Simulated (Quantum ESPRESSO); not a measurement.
## AlN (F-43m): optical modes of a strained layer

Aim: strain and stress coefficients of the optical modes of AlN (F-43m) under biaxial strain in the (001) plane.

Method: DFT LDA, scalar-relativistic, plane waves, GBRV ultrasoft pseudopotentials, in Quantum ESPRESSO 7.5.

## (1) The relaxed structure

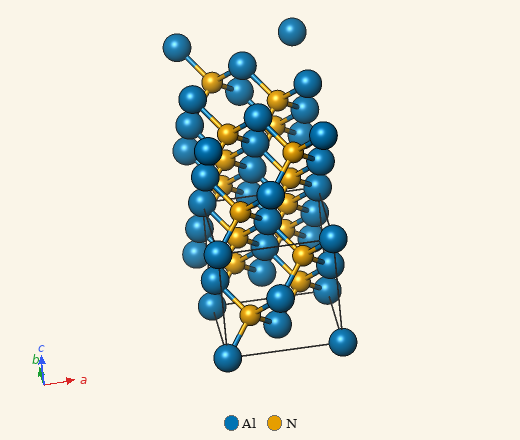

The starting structure, seen from a free direction (aluminium blue, nitrogen orange). 1×2×2 cells are drawn. This picture shows the conventional cell, with its axes. Bonds to atoms that aren't drawn are left out. Some periodic images of atoms are drawn too.

This is the cell after its relaxation at this level of theory, not the database cell from which that began.

## (2) Strained cells

The in-plane lattice vectors are held at a strain ε, as on a substrate; the length along z is set so that σ_zz vanishes; symmetry keeps the atoms on their sites. Modes are taken without the LO-TO term. Cutoff 55 Ry, k mesh 8×8×8.

From the response at ε = -0.03:

The log of the run:

```text
[banners, grids, parts of the stress and lines that vanish by symmetry left out]
Program PHONON v.7.5
     Reading xml data from directory:

[...]
Exchange-correlation= PZ
                           (   1   1   0   0   0   0   0)
[...]
kinetic-energy cut-off    =      55.0000  Ry
     charge density cut-off    =     440.0000  Ry
     convergence threshold     =      1.0E-18
[...]
Exchange-correlation= PZ
                           (   1   1   0   0   0   0   0)
[...]
q = (   0.0000000   0.0000000   0.0000000 )
      9 Sym.Ops. (with q -> -q+G )
     G cutoff =  376.8766  (  20981 G-vectors)     FFT grid: ( 40, 40, 40)
     G cutoff =  188.4383  (   7415 G-vectors)  smooth grid: ( 27, 27, 27)
     number of k points=    59
[...]
Mode symmetry, D_2d (-42m) point group:
[...]
Dielectric constant
[...]
End of electric fields calculation
          Dielectric constant in cartesian axis
          (       4.550700375      -0.000000000       0.000000000 )
          (      -0.000000000       4.550700375      -0.000000000 )
          (       0.000000000      -0.000000000       4.529829741 )
          Effective charges (d Force / dE) in cartesian axis without acoustic sum rule applied (asr)
           atom    1  Al    Mean Z*:        2.54757
      Ex  (        2.53353       -0.00000        0.00000 )
      Ey  (       -0.00000        2.53353       -0.00000 )
      Ez  (        0.00000        0.00000        2.57566 )
           atom    2  N     Mean Z*:       -2.55246
      Ex  (       -2.53889        0.00000       -0.00000 )
      Ey  (        0.00000       -2.53889       -0.00000 )
      Ez  (       -0.00000       -0.00000       -2.57959 )
          Effective charges Sum: Mean:       -0.00489
[...]
Effective charges (d Force / dE) in cartesian axis with asr applied:
           atom    1  Al    Mean Z*:        2.55002
[...]
atom    2  N     Mean Z*:       -2.55002
[...]
Representation #   1 mode #   1
[...]
End of self-consistent calculation
     Convergence has been achieved
     Representation #   2 mode #   2
[...]
End of self-consistent calculation
     Convergence has been achieved
     Representation #   3 modes #   3   4
[...]
End of self-consistent calculation
     Convergence has been achieved
     Representation #   4 modes #   5   6
[...]
End of self-consistent calculation
     Convergence has been achieved
[...]
Dielectric constant in cartesian axis
          (       4.550700375      -0.000000000       0.000000000 )
          (      -0.000000000       4.550700375      -0.000000000 )
          (       0.000000000      -0.000000000       4.529829741 )
          Effective charges (d Force / dE) in cartesian axis without acoustic sum rule applied (asr)
           atom    1  Al    Mean Z*:        2.54757
      Ex  (        2.53353       -0.00000        0.00000 )
      Ey  (       -0.00000        2.53353       -0.00000 )
      Ez  (        0.00000        0.00000        2.57566 )
           atom    2  N     Mean Z*:       -2.55246
      Ex  (       -2.53889        0.00000       -0.00000 )
      Ey  (        0.00000       -2.53889       -0.00000 )
      Ez  (       -0.00000       -0.00000       -2.57959 )
          Effective charges Sum: Mean:       -0.00489
[...]
Effective charges (d Force / dE) in cartesian axis with asr applied:
           atom    1  Al    Mean Z*:        2.55002
[...]
atom    2  N     Mean Z*:       -2.55002
[...]
q = (    0.000000000   0.000000000   0.000000000 )
[...]
freq (    1) =      -0.272912 [THz] =      -9.103372 [cm-1]
     freq (    2) =      -0.251456 [THz] =      -8.387684 [cm-1]
     freq (    3) =      -0.251456 [THz] =      -8.387684 [cm-1]
     freq (    4) =      20.472368 [THz] =     682.884698 [cm-1]
     freq (    5) =      20.472368 [THz] =     682.884698 [cm-1]
     freq (    6) =      21.441833 [THz] =     715.222568 [cm-1]
[...]
Mode symmetry, D_2d (-42m) point group:
     freq (   1-   1) =         -9.1  [cm-1]   --> B_2  X_3  W_2   I+R
     freq (   2-   3) =         -8.4  [cm-1]   --> E    X_5  W_3   I+R
     freq (   4-   5) =        682.9  [cm-1]   --> E    X_5  W_3   I+R
     freq (   6-   6) =        715.2  [cm-1]   --> B_2  X_3  W_2   I+R

   JOB DONE.
```

The run at ε = 0.02 is held back.

| ε | ε_zz | σ_xx (GPa, tension positive) | singlet (cm⁻¹) | doublet (cm⁻¹) |
| --- | --- | --- | --- | --- |
| -0.03 | 0.0306 | -9.69 | 715.22 | 682.88 |
| -0.02 | 0.0207 | -6.14 | 699.17 | 678.01 |
| -0.01 | 0.0104 | -2.91 | 683.38 | 673.09 |
| 0 | 0.0000 | 0.12 | 667.44 | 667.44 |
| 0.01 | -0.0118 | 2.74 | 652.19 | 662.64 |
| 0.02 | -0.0238 | 5.18 | held back | held back |
| 0.03 | -0.0365 | 7.38 | 621.36 | 651.81 |

## (3) The fit

Parabolas ω = ω₀ + a ε + b ε² through the other rows:

| mode | ω₀ (cm⁻¹) | a (cm⁻¹) | b (cm⁻¹) |
| --- | --- | --- | --- |
| singlet | 667.6 | -1564 | 765 |
| doublet | 667.7 | -519 | -417 |

The biaxial modulus, the linear term of σ_xx, is 284 GPa, so the singlet mode moves by a/M = -5.5 cm⁻¹ a GPa of tensile stress. The ratio −ε_zz/ε near zero is 1.12. For ε = 0.02 the fits predict 636.64 and 657.21 cm⁻¹.

## (4) The run that was held back

The log of the run:

```text
[banners, grids, parts of the stress and lines that vanish by symmetry left out]
[banner, memory and clock lines left out]
Program PHONON v.7.5

[...]
Exchange-correlation= PZ
                           (   1   1   0   0   0   0   0)
[...]
kinetic-energy cut-off    =      55.0000  Ry
     charge density cut-off    =     440.0000  Ry
     convergence threshold     =      1.0E-18
[...]
Exchange-correlation= PZ
                           (   1   1   0   0   0   0   0)
[...]
q = (   0.0000000   0.0000000   0.0000000 )
      9 Sym.Ops. (with q -> -q+G )
     G cutoff =  375.0598  (  21979 G-vectors)     FFT grid: ( 40, 40, 40)
     G cutoff =  187.5299  (   7735 G-vectors)  smooth grid: ( 27, 27, 27)
     number of k points=    59
[...]
Mode symmetry, D_2d (-42m) point group:
[...]
Dielectric constant
[...]
End of electric fields calculation
          Dielectric constant in cartesian axis
          (       4.598123839      -0.000000000       0.000000000 )
          (      -0.000000000       4.598123839       0.000000000 )
          (       0.000000000       0.000000000       4.638155462 )
          Effective charges (d Force / dE) in cartesian axis without acoustic sum rule applied (asr)
           atom    1  Al    Mean Z*:        2.54951
      Ex  (        2.55882        0.00000        0.00000 )
      Ey  (        0.00000        2.55882       -0.00000 )
      Ez  (        0.00000       -0.00000        2.53089 )
           atom    2  N     Mean Z*:       -2.55446
      Ex  (       -2.56355       -0.00000        0.00000 )
[...]
Convergence has been achieved
     Representation #   4 modes #   5   6
[...]
End of self-consistent calculation
     Convergence has been achieved
[...]
Dielectric constant in cartesian axis
          (       4.598123839      -0.000000000       0.000000000 )
          (      -0.000000000       4.598123839       0.000000000 )
          (       0.000000000       0.000000000       4.638155462 )
          Effective charges (d Force / dE) in cartesian axis without acoustic sum rule applied (asr)
           atom    1  Al    Mean Z*:        2.54951
      Ex  (        2.55882        0.00000        0.00000 )
      Ey  (        0.00000        2.55882       -0.00000 )
      Ez  (        0.00000       -0.00000        2.53089 )
           atom    2  N     Mean Z*:       -2.55446
      Ex  (       -2.56355       -0.00000        0.00000 )
      Ey  (        0.00000       -2.56355       -0.00000 )
      Ez  (        0.00000       -0.00000       -2.53629 )
          Effective charges Sum: Mean:       -0.00495
[...]
Effective charges (d Force / dE) in cartesian axis with asr applied:
           atom    1  Al    Mean Z*:        2.55199
[...]
atom    2  N     Mean Z*:       -2.55199
[...]
q = (    0.000000000   0.000000000   0.000000000 )
[...]
freq (    1) =      -0.293861 [THz] =      -9.802144 [cm-1]
     freq (    2) =      -0.293861 [THz] =      -9.802144 [cm-1]
     freq (    3) =      -0.273811 [THz] =      -9.133357 [cm-1]
     freq (    4) =      19.090000 [THz] =     636.773857 [cm-1]
     freq (    5) =      19.704851 [THz] =     657.283076 [cm-1]
     freq (    6) =      19.704851 [THz] =     657.283076 [cm-1]
[...]
Mode symmetry, D_2d (-42m) point group:
     freq (   1-   2) =         -9.8  [cm-1]   --> E    X_5  W_3   I+R
     freq (   3-   3) =         -9.1  [cm-1]   --> B_2  X_3  W_2   I+R
     freq (   4-   4) =        636.8  [cm-1]   --> B_2  X_3  W_2   I+R
     freq (   5-   6) =        657.3  [cm-1]   --> E    X_5  W_3   I+R
```

It gives 636.77 and 657.28 cm⁻¹.

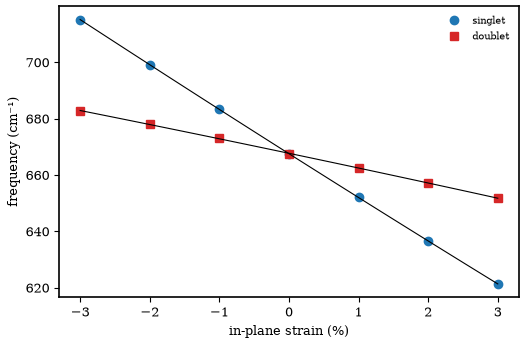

The two modes against in-plane strain, with the fits.

## (5) Summary of results

```
strain coefficient of the singlet mode : -1564 cm⁻¹
strain coefficient of the doublet mode : -519 cm⁻¹
biaxial modulus                        : 284 GPa
```

**Reading.** One per cent of tensile strain moves the singlet mode of AlN (F-43m) by -15.6 cm⁻¹ and the doublet mode by -5.2 cm⁻¹; the fits miss the run held back by up to 0.13 cm⁻¹. At 3 % strain the quadratic term is 1 % of the linear one for the singlet mode and 2 % for the doublet mode. In a polar crystal the line seen along z is the LO mode, whose shift differs. These are harmonic values at zero temperature, without the LO-TO term, for a homogeneous, dislocation-free layer.

[Host names and launcher messages were left out of these logs when they were recorded.]

[Logs are printed without paths, hosts, clocks, repeated set-up lines and the standing remarks that a program may print on its own settings, such as how far it seeks lower states.]

[Hosts, paths, dates, database ids (printed as entryN), source tags and the programs' standing remarks are cut or masked in the printed files.]
